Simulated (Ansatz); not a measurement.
Geometry relaxation, with input and output: C7O (part 1 of 3)

- system: C7O (slab, 8 atoms in the cell)
- method: DFT PBE+D3(BJ), scalar-relativistic, plane waves, PAW, no spin polarisation (Ansatz 0.2.0)

The structure derives from an entry of the Crystallography Open Database. The input holds or restrains some coordinates. It belongs to a series of runs on one base structure; here: CO put at a bridge C-C site.

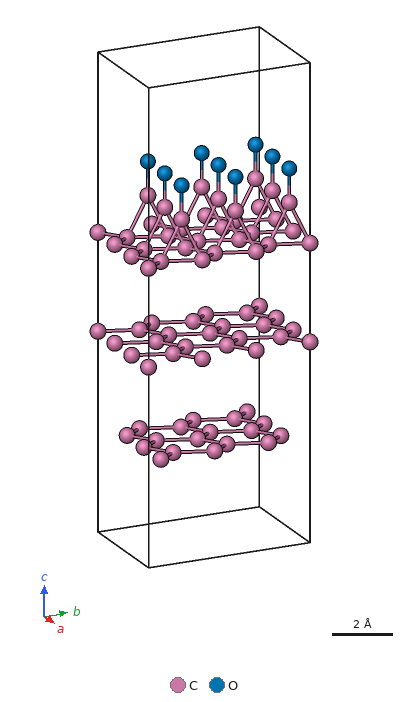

The structure as given in the input (ball-and-stick view of the 3 × 3 repeat of the cell, with the vacuum cut short, seen slightly off an axis). Near neighbours in the crystal (not all of them lie inside the picture): C has 3 C at 1.42 Å; C has 4 C at 1.42 to 1.57 Å; C has 2 C at 1.57 Å and 1 O at 1.15 Å; O has 1 C at 1.15 Å.

**Input**
```yaml
crystal:
  lattice:
    - [2.4650495083, 0.0, 0.0]
    - [-1.2325247541, 2.1347954958, 0.0]
    - [0.0, 0.0, 26.8487123425]
  atoms:
    - { symbol: C, position: [0.6666666667, 0.3333333333, 0.3165887396] }
    - { symbol: C, position: [0.3333333333, 0.6666666667, 0.3166487054] }
    - { symbol: C, position: [0.3333333333, 0.6666666667, 0.4413079859] }
    - { symbol: C, position: [0.0, 0.0, 0.4413679518] }
    - { symbol: C, position: [0.0, 0.0, 0.5660272323] }
    - { symbol: C, position: [0.6666666667, 0.3333333333, 0.5660871981] }
    - { symbol: C, position: [0.8333333333, 0.6666666667, 0.6182312258] }
    - { symbol: O, position: [0.8333333333, 0.6666666667, 0.66106382] }
basis:
  ecutwfc: 420
kpoints:
  mp_grid: { grid: [12, 12, 1] }
hamiltonian:
  xc: pbe
  dispersion: d3bj
scf:
  occupations: { method: gaussian, width: 0.05 }
output:
  forces: true
  eigenvalues: true
  write_density: true
  write_potential: true
  elf: true
  volumetric_format: npy
relax:
  adjacent_minimum: "off"
  f_tol: 0.03
  max_steps: 70
  constraints: [{ sites: [0, 1] }]
efield:
  axis: 3
  dipole_correction: true
  ramp_width: 0.04
```

Machine: 1 thread of Intel Xeon (Sapphire Rapids), 32 GiB of memory available, shared host.

Launch command:
```bash
ansatz run input.yaml --threads 1 --pin off --max-ram 2560MiB --backend cpu --events-out ev --progress --plain --runs-dir out
```

**The program's output**
```
Engine: ansatz 0.2.0, x86_64-unknown-linux-gnu
Pseudopotentials: kind: paw
Pseudopotential: C, paw, valence charge 4, recommended cutoff 420 eV (normal), C.paw.azcp
Pseudopotential: O, paw, valence charge 6, recommended cutoff 420 eV (normal), O.paw.azcp
Functional definition: PBE
  parameter kappa = 0.804
  parameter beta = 0.06672455060314922
  exchange = pbe_x(kappa = kappa, mu = beta*pi^2/3)
  correlation = pbe_c(beta = beta)
Crystal: 8 atoms, lattice volume = 141.288 Å³
Basis set: ecut = 420 eV, 2687 PW (Γ), exchange–correlation on 36×36×360 points (8 copies of the dense FFT grid, shifted against one another)
Bands: 25, of which v1, the nominal top of the filled ones, is band 17 counted from 1 (16 counted from 0)
Symmetry: 2 space group operations
Space group: Cm (ITA 8), of the structure as read, at distance tolerance 5.2e-5 Å
k-points: 43 of 144 (time reversal used)
Non-local potential: C, projectors of the file, l = 0: 2, l = 1: 2, l = 2: 1
Non-local potential: O, projectors of the file, l = 0: 2, l = 1: 2, l = 2: 1
PAW form: soft (Blöchl's): semilocal exchange-correlation on the pseudo side does not see the compensation charge
PAW one-centre angular grid: C, 110 points (default); XC on 64 Gauss nodes
PAW one-centre angular grid: O, 110 points (default); XC on 64 Gauss nodes
Initial density: superposition of atomic densities (neutral atoms: chi_scale 0, normalization atom), corrected by the library's trained network
Initial wavefunctions: pseudopotential atomic-orbital guess
Functional: x = pbe(κ = 0.804, μ = 0.2195149727645171), c = pbe(β = 0.06672455060314922)
SCF iter   1: F=—  HF=-2318.856421 eV  |F-HF|=—  |Δ(HF+E_count)|=         —  Δρ=1.08e-2  dr2=2.85e-1  ethr=1.77e-3  p=-0.105 e·Å  D=-1.35e-1 V/Å  ΔV_dip=3.62 eV  dr2_dipole=1.30e-1  V_vac-E_F(+/−)=7.08/3.46 eV  ⟨swp⟩=9.0  Hψ=6847  notcnv=0  defer=28
efield: sawtooth ramp at fractional position 0.9688 (placed from the atoms, in the widest stretch of the axis that holds none; the zero of the levels goes with the place), width 0.0400; the density the first Hamiltonian is built on has a dipole p = -0.105 e·Å; the dipole correction subtracts the counter field D = -1.35e-1 V/Å, which shifts the + side's vacuum level by +3.62 eV against the − side's; the planar-averaged density in the ramp window peaks in size at 3.2e-5 e/Å³
preconditioner: auto → LDOS  [metal: Δε(μ)=0.040 eV  Ē_g=15.695 eV  σ=0.050 eV  W_gap=0.42  n_scr=18 (ndim 8)  ℏωp=18.2 eV  f_vac=0.541  D(μ)=2.04/eV (n_scr^D=12)  β→1.0]
SCF iter   2: F=—  HF=-2318.827426 eV  |F-HF|=—  |Δ(HF+E_count)|=   2.90e-2  Δρ=3.62e-3  dr2=5.84e-2  ethr=8.37e-4  p=-0.072 e·Å  D=-9.20e-2 V/Å  ΔV_dip=2.47 eV  dr2_dipole=2.40e-2  V_vac-E_F(+/−)=5.81/3.33 eV  ⟨swp⟩=3.2  Hψ=2196  notcnv=0  defer=130
SCF iter   3: F=—  HF=-2319.320890 eV  |F-HF|=—  |Δ(HF+E_count)|=   4.93e-1  Δρ=1.91e-2  dr2=1.49e1  ethr=1.72e-4  p=0.051 e·Å  D=6.50e-2 V/Å  ΔV_dip=-1.75 eV  dr2_dipole=7.71e0  V_vac-E_F(+/−)=5.42/7.16 eV  ⟨swp⟩=5.1  Hψ=3202  notcnv=0  defer=121  recentre
SCF iter   4: F=—  HF=-2318.819005 eV  |F-HF|=—  |Δ(HF+E_count)|=   5.02e-1  Δρ=1.36e-3  dr2=3.35e-2  ethr=1.72e-4  p=-0.066 e·Å  D=-8.48e-2 V/Å  ΔV_dip=2.28 eV  dr2_dipole=1.89e-2  V_vac-E_F(+/−)=5.87/3.60 eV  ⟨swp⟩=3.3  Hψ=2282  notcnv=0  defer=140
SCF iter   5: F=—  HF=-2318.814326 eV  |F-HF|=—  |Δ(HF+E_count)|=   4.68e-3  Δρ=8.23e-4  dr2=2.45e-2  ethr=9.85e-5  p=-0.055 e·Å  D=-7.09e-2 V/Å  ΔV_dip=1.90 eV  dr2_dipole=1.24e-2  V_vac-E_F(+/−)=5.76/3.86 eV  ⟨swp⟩=1.7  Hψ=1463  notcnv=0  defer=142
SCF iter   6: F=—  HF=-2318.812811 eV  |F-HF|=—  |Δ(HF+E_count)|=   1.52e-3  Δρ=7.17e-4  dr2=1.95e-2  ethr=7.20e-5  p=-0.053 e·Å  D=-6.84e-2 V/Å  ΔV_dip=1.84 eV  dr2_dipole=1.06e-2  V_vac-E_F(+/−)=5.75/3.92 eV  ⟨swp⟩=1.4  Hψ=1215  notcnv=0  defer=140
SCF iter   7: F=—  HF=-2318.811049 eV  |F-HF|=—  |Δ(HF+E_count)|=   1.76e-3  Δρ=6.16e-4  dr2=1.48e-2  ethr=5.74e-5  p=-0.049 e·Å  D=-6.26e-2 V/Å  ΔV_dip=1.68 eV  dr2_dipole=7.58e-3  V_vac-E_F(+/−)=5.75/4.07 eV  ⟨swp⟩=1.2  Hψ=956  notcnv=0  defer=140
SCF iter   8: F=—  HF=-2318.810858 eV  |F-HF|=—  |Δ(HF+E_count)|=   1.91e-4  Δρ=9.69e-4  dr2=1.42e-2  ethr=4.35e-5  p=-0.044 e·Å  D=-5.60e-2 V/Å  ΔV_dip=1.50 eV  dr2_dipole=6.62e-3  V_vac-E_F(+/−)=5.72/4.22 eV  ⟨swp⟩=1.4  Hψ=1185  notcnv=0  defer=141
SCF iter   9: F=—  HF=-2318.810249 eV  |F-HF|=—  |Δ(HF+E_count)|=   6.09e-4  Δρ=2.65e-4  dr2=9.58e-4  ethr=4.18e-5  p=-0.045 e·Å  D=-5.83e-2 V/Å  ΔV_dip=1.56 eV  dr2_dipole=4.18e-4  V_vac-E_F(+/−)=5.73/4.17 eV  ⟨swp⟩=1.1  Hψ=1225  notcnv=0  defer=139
SCF iter  10: F=—  HF=-2318.810275 eV  |F-HF|=—  |Δ(HF+E_count)|=   2.56e-5  Δρ=2.48e-4  dr2=2.21e-3  ethr=2.82e-6  p=-0.047 e·Å  D=-5.97e-2 V/Å  ΔV_dip=1.60 eV  dr2_dipole=1.14e-3  V_vac-E_F(+/−)=5.74/4.14 eV  ⟨swp⟩=1.8  Hψ=1078  notcnv=0  defer=139
SCF iter  11: F=—  HF=-2318.810259 eV  |F-HF|=—  |Δ(HF+E_count)|=   1.57e-5  Δρ=2.45e-4  dr2=1.82e-3  ethr=2.82e-6  p=-0.046 e·Å  D=-5.95e-2 V/Å  ΔV_dip=1.60 eV  dr2_dipole=9.12e-4  V_vac-E_F(+/−)=5.74/4.14 eV  ⟨swp⟩=1.0  Hψ=936  notcnv=0  defer=139
SCF iter  12: F=—  HF=-2318.810243 eV  |F-HF|=—  |Δ(HF+E_count)|=   1.56e-5  Δρ=2.15e-4  dr2=1.31e-3  ethr=2.82e-6  p=-0.046 e·Å  D=-5.94e-2 V/Å  ΔV_dip=1.59 eV  dr2_dipole=6.63e-4  V_vac-E_F(+/−)=5.74/4.14 eV  ⟨swp⟩=1.1  Hψ=942  notcnv=0  defer=139
SCF iter  13: F=—  HF=-2318.810211 eV  |F-HF|=—  |Δ(HF+E_count)|=   3.19e-5  Δρ=8.63e-5  dr2=2.06e-4  ethr=2.82e-6  p=-0.046 e·Å  D=-5.89e-2 V/Å  ΔV_dip=1.58 eV  dr2_dipole=1.05e-4  V_vac-E_F(+/−)=5.74/4.15 eV  ⟨swp⟩=1.1  Hψ=936  notcnv=0  defer=139
SCF iter  14: F=-2318.810203 eV  HF=-2318.810204 eV  |F-HF|=3.45e-7  |Δ(HF+E_count)|=   7.70e-6  Δρ=6.93e-6  dr2=4.59e-7  ethr=6.62e-8  p=-0.046 e·Å  D=-5.86e-2 V/Å  ΔV_dip=1.57 eV  dr2_dipole=1.06e-7  V_vac-E_F(+/−)=5.73/4.16 eV  ⟨swp⟩=22.3  Hψ=10911  notcnv=0
SCF 1 converged in 14 iterations: F = -2318.810203 eV  dr2 = 4.59e-7
  greatest PAW one-centre occupation: 0.895 electrons in one spin orbital (limit 2), on the O atom at site 7 (counted from 0), in its partial waves of l = 0
relax step   1: F+E_penalty+E_count = -2318.81020338 eV  Δ(F+E_penalty+E_count) = +0.000e0 eV  max|allowed force component| = 3.969e0 eV/Å  Δτ_max = 0.0000 Å  (14 SCF iters, dr2 threshold 2.25e-5 eV, accepted)
Initial density: handed on by an earlier stage of this run
Initial wavefunctions: those handed on with the density
iter 1 solved again at ethr=2.72e-3 eV; its pass at ethr=3.10e-3 eV (dr2=9.25e-1 eV) is discarded
SCF iter   1: F=—  HF=-2319.153139 eV  |F-HF|=—  |Δ(HF+E_count)|=         —  Δρ=2.92e-2  dr2=9.29e-1  ethr=2.72e-3  p=-0.046 e·Å  D=-5.86e-2 V/Å  ΔV_dip=1.57 eV  dr2_dipole=5.67e-3  V_vac-E_F(+/−)=5.79/4.22 eV  ⟨swp⟩=1.0  Hψ=6158  notcnv=0  defer=15
efield: sawtooth ramp at fractional position 0.9688 (handed on by an earlier solve), width 0.0400; the density the first Hamiltonian is built on has a dipole p = -0.046 e·Å; the dipole correction subtracts the counter field D = -5.86e-2 V/Å, which shifts the + side's vacuum level by +1.57 eV against the − side's; the planar-averaged density in the ramp window peaks in size at 9.3e-7 e/Å³
preconditioner: auto → LDOS  [metal: Δε(μ)=0.002 eV  Ē_g=15.638 eV  σ=0.050 eV  W_gap=0.03  n_scr=18 (ndim 8)  ℏωp=18.2 eV  f_vac=0.546  D(μ)=2.00/eV (n_scr^D=12)  β→1.0]
SCF iter   2: F=—  HF=-2319.225253 eV  |F-HF|=—  |Δ(HF+E_count)|=   7.21e-2  Δρ=1.64e-2  dr2=1.20e0  ethr=2.72e-3  p=-0.049 e·Å  D=-6.26e-2 V/Å  ΔV_dip=1.68 eV  dr2_dipole=2.78e-3  V_vac-E_F(+/−)=5.95/4.27 eV  ⟨swp⟩=3.4  Hψ=2212  notcnv=0  defer=22
SCF iter   3: F=—  HF=-2318.891766 eV  |F-HF|=—  |Δ(HF+E_count)|=   3.33e-1  Δρ=3.03e-3  dr2=3.04e-2  ethr=2.72e-3  p=-0.053 e·Å  D=-6.76e-2 V/Å  ΔV_dip=1.82 eV  dr2_dipole=2.77e-3  V_vac-E_F(+/−)=5.96/4.14 eV  ⟨swp⟩=2.7  Hψ=2151  notcnv=0  defer=135
SCF iter   4: F=—  HF=-2318.886666 eV  |F-HF|=—  |Δ(HF+E_count)|=   5.10e-3  Δρ=7.54e-4  dr2=7.91e-4  ethr=8.94e-5  p=-0.051 e·Å  D=-6.48e-2 V/Å  ΔV_dip=1.74 eV  dr2_dipole=1.48e-4  V_vac-E_F(+/−)=5.95/4.21 eV  ⟨swp⟩=2.3  Hψ=1675  notcnv=0  defer=148
SCF iter   5: F=—  HF=-2318.886766 eV  |F-HF|=—  |Δ(HF+E_count)|=   9.99e-5  Δρ=1.79e-4  dr2=8.57e-5  ethr=2.94e-7  p=-0.051 e·Å  D=-6.51e-2 V/Å  ΔV_dip=1.75 eV  dr2_dipole=1.07e-5  V_vac-E_F(+/−)=5.96/4.21 eV  ⟨swp⟩=23.8  Hψ=13318  notcnv=0
SCF iter   6: F=-2318.886782 eV  HF=-2318.886780 eV  |F-HF|=1.58e-6  |Δ(HF+E_count)|=   1.39e-5  Δρ=7.29e-5  dr2=8.55e-6  ethr=2.52e-7  p=-0.051 e·Å  D=-6.50e-2 V/Å  ΔV_dip=1.75 eV  dr2_dipole=1.60e-9  V_vac-E_F(+/−)=5.96/4.22 eV  ⟨swp⟩=18.2  Hψ=11439  notcnv=0
SCF 2 converged in 6 iterations: F = -2318.886782 eV  dr2 = 8.55e-6
  Residual-converged pass: ⟨swp⟩=1.0  Hψ=1249  notcnv=0  max |occ|·‖R‖ = 7.0e-9 eV (tolerance 1.0e-8 eV)  dr2=8.55e-6  dr2_onsite=1.23e-7  max |Δocc| = 2.2e-10
  greatest PAW one-centre occupation: 0.893 electrons in one spin orbital (limit 2), on the O atom at site 7 (counted from 0), in its partial waves of l = 0
relax step   2: F+E_penalty+E_count = -2318.88678184 eV  Δ(F+E_penalty+E_count) = -7.658e-2 eV  max|allowed force component| = 7.008e-1 eV/Å  Δτ_max = 0.1944 Å  (6 SCF iters, dr2 threshold 1.00e-4 eV, accepted)
[... from here on the SCF iterations and repeated set-up lines of each step are left out, up to the last step ...]
SCF 3 converged in 11 iterations: F = -2318.891997 eV  dr2 = 3.76e-6
relax step   3: F+E_penalty+E_count = -2318.89199713 eV  Δ(F+E_penalty+E_count) = -5.215e-3 eV  max|allowed force component| = 3.290e-1 eV/Å  Δτ_max = 0.1931 Å  (11 SCF iters, dr2 threshold 3.07e-5 eV, accepted)
SCF 4 converged in 9 iterations: F = -2318.892178 eV  dr2 = 1.44e-6
relax step   4: F+E_penalty+E_count = -2318.89217768 eV  Δ(F+E_penalty+E_count) = -1.806e-4 eV  max|allowed force component| = 4.741e-1 eV/Å  Δτ_max = 0.0490 Å  (9 SCF iters, dr2 threshold 6.77e-6 eV, accepted)
SCF 5 converged in 5 iterations: F = -2318.896542 eV  dr2 = 2.69e-5
relax step   5: F+E_penalty+E_count = -2318.89654236 eV  Δ(F+E_penalty+E_count) = -4.365e-3 eV  max|allowed force component| = 7.856e-2 eV/Å  Δτ_max = 0.0462 Å  (5 SCF iters, dr2 threshold 4.95e-5 eV, accepted)
SCF 6 converged in 9 iterations: F = -2318.897162 eV  dr2 = 3.47e-9
relax step   6: F+E_penalty+E_count = -2318.89716219 eV  Δ(F+E_penalty+E_count) = -6.198e-4 eV  max|allowed force component| = 8.271e-2 eV/Å  Δτ_max = 0.0209 Å  (9 SCF iters, accepted)
SCF 7 converged in 13 iterations: F = -2318.896781 eV  dr2 = 3.58e-10
relax step   7: F+E_penalty+E_count = -2318.89678073 eV  Δ(F+E_penalty+E_count) = +3.815e-4 eV  max|allowed force component| = 9.850e-1 eV/Å  Δτ_max = 0.1952 Å  (13 SCF iters, rejected (line search))
SCF 8 converged in 10 iterations: F = -2318.900682 eV  dr2 = 3.18e-8
relax step   8: F+E_penalty+E_count = -2318.90068196 eV  Δ(F+E_penalty+E_count) = -3.520e-3 eV  max|allowed force component| = 3.606e-1 eV/Å  Δτ_max = 0.0933 Å  (10 SCF iters, accepted)
SCF 9 converged in 10 iterations: F = -2318.906905 eV  dr2 = 1.18e-6
relax step   9: F+E_penalty+E_count = -2318.90690491 eV  Δ(F+E_penalty+E_count) = -6.223e-3 eV  max|allowed force component| = 7.230e-1 eV/Å  Δτ_max = 0.0974 Å  (10 SCF iters, dr2 threshold 1.00e-4 eV, accepted)
SCF 10 converged in 6 iterations: F = -2318.914727 eV  dr2 = 6.94e-6
relax step  10: F+E_penalty+E_count = -2318.91472678 eV  Δ(F+E_penalty+E_count) = -7.822e-3 eV  max|allowed force component| = 1.499e0 eV/Å  Δτ_max = 0.0921 Å  (6 SCF iters, dr2 threshold 1.00e-4 eV, accepted)
SCF 11 converged in 9 iterations: F = -2319.017805 eV  dr2 = 2.72e-5
relax step  11: F+E_penalty+E_count = -2319.01780477 eV  Δ(F+E_penalty+E_count) = -1.031e-1 eV  max|allowed force component| = 3.811e0 eV/Å  Δτ_max = 0.1923 Å  (9 SCF iters, dr2 threshold 1.00e-4 eV, accepted)
SCF 12 converged in 6 iterations: F = -2319.188930 eV  dr2 = 1.28e-5
relax step  12: F+E_penalty+E_count = -2319.18892984 eV  Δ(F+E_penalty+E_count) = -1.711e-1 eV  max|allowed force component| = 5.564e0 eV/Å  Δτ_max = 0.1917 Å  (6 SCF iters, dr2 threshold 1.00e-4 eV, accepted)
SCF 13 converged in 8 iterations: F = -2319.519620 eV  dr2 = 6.38e-5
relax step  13: F+E_penalty+E_count = -2319.51962037 eV  Δ(F+E_penalty+E_count) = -3.307e-1 eV  max|allowed force component| = 4.449e0 eV/Å  Δτ_max = 0.1941 Å  (8 SCF iters, dr2 threshold 1.00e-4 eV, accepted)
SCF 14 converged in 7 iterations: F = -2319.841942 eV  dr2 = 1.21e-5
relax step  14: F+E_penalty+E_count = -2319.84194246 eV  Δ(F+E_penalty+E_count) = -3.223e-1 eV  max|allowed force component| = 2.881e0 eV/Å  Δτ_max = 0.1941 Å  (7 SCF iters, dr2 threshold 1.00e-4 eV, accepted)
SCF 15 converged in 8 iterations: F = -2320.205826 eV  dr2 = 4.89e-6
relax step  15: F+E_penalty+E_count = -2320.20582580 eV  Δ(F+E_penalty+E_count) = -3.639e-1 eV  max|allowed force component| = 2.866e0 eV/Å  Δτ_max = 0.1970 Å  (8 SCF iters, dr2 threshold 1.00e-4 eV, accepted)
SCF 16 converged in 7 iterations: F = -2320.630543 eV  dr2 = 9.04e-6
relax step  16: F+E_penalty+E_count = -2320.63054267 eV  Δ(F+E_penalty+E_count) = -4.247e-1 eV  max|allowed force component| = 3.660e0 eV/Å  Δτ_max = 0.1951 Å  (7 SCF iters, dr2 threshold 1.00e-4 eV, accepted)
SCF 17 converged in 7 iterations: F = -2321.035949 eV  dr2 = 1.23e-5
relax step  17: F+E_penalty+E_count = -2321.03594857 eV  Δ(F+E_penalty+E_count) = -4.054e-1 eV  max|allowed force component| = 4.169e0 eV/Å  Δτ_max = 0.1951 Å  (7 SCF iters, dr2 threshold 1.00e-4 eV, accepted)
SCF 18 converged in 7 iterations: F = -2321.343897 eV  dr2 = 2.20e-6
relax step  18: F+E_penalty+E_count = -2321.34389672 eV  Δ(F+E_penalty+E_count) = -3.079e-1 eV  max|allowed force component| = 4.357e0 eV/Å  Δτ_max = 0.1955 Å  (7 SCF iters, dr2 threshold 1.00e-4 eV, accepted)
SCF 19 converged in 7 iterations: F = -2321.590867 eV  dr2 = 1.45e-6
relax step  19: F+E_penalty+E_count = -2321.59086691 eV  Δ(F+E_penalty+E_count) = -2.470e-1 eV  max|allowed force component| = 3.521e0 eV/Å  Δτ_max = 0.2000 Å  (7 SCF iters, dr2 threshold 1.00e-4 eV, accepted)
SCF 20 converged in 10 iterations: F = -2321.736301 eV  dr2 = 7.13e-7
relax step  20: F+E_penalty+E_count = -2321.73630071 eV  Δ(F+E_penalty+E_count) = -1.454e-1 eV  max|allowed force component| = 2.032e0 eV/Å  Δτ_max = 0.2000 Å  (10 SCF iters, dr2 threshold 1.00e-4 eV, accepted)
SCF 21 converged in 6 iterations: F = -2321.816547 eV  dr2 = 3.17e-5
relax step  21: F+E_penalty+E_count = -2321.81654725 eV  Δ(F+E_penalty+E_count) = -8.025e-2 eV  max|allowed force component| = 5.694e-1 eV/Å  Δτ_max = 0.1936 Å  (6 SCF iters, dr2 threshold 1.00e-4 eV, accepted)
SCF 22 converged in 7 iterations: F = -2321.866944 eV  dr2 = 1.20e-5
relax step  22: F+E_penalty+E_count = -2321.86694442 eV  Δ(F+E_penalty+E_count) = -5.040e-2 eV  max|allowed force component| = 2.984e-1 eV/Å  Δτ_max = 0.2000 Å  (7 SCF iters, dr2 threshold 2.55e-5 eV, accepted)
SCF 23 converged in 11 iterations: F = -2321.897970 eV  dr2 = 1.20e-10
relax step  23: F+E_penalty+E_count = -2321.89797039 eV  Δ(F+E_penalty+E_count) = -3.103e-2 eV  max|allowed force component| = 6.479e-2 eV/Å  Δτ_max = 0.1901 Å  (11 SCF iters, dr2 threshold 7.00e-6 eV, accepted)
SCF 24 converged in 11 iterations: F = -2321.921393 eV  dr2 = 2.20e-10
relax step  24: F+E_penalty+E_count = -2321.92139286 eV  Δ(F+E_penalty+E_count) = -2.342e-2 eV  max|allowed force component| = 1.581e-1 eV/Å  Δτ_max = 0.1910 Å  (11 SCF iters, accepted)
SCF 25 converged in 8 iterations: F = -2321.933717 eV  dr2 = 1.01e-7
relax step  25: F+E_penalty+E_count = -2321.93371746 eV  Δ(F+E_penalty+E_count) = -1.232e-2 eV  max|allowed force component| = 1.862e-1 eV/Å  Δτ_max = 0.1949 Å  (8 SCF iters, dr2 threshold 1.56e-6 eV, accepted)
SCF 26 converged in 8 iterations: F = -2321.940902 eV  dr2 = 3.40e-6
```
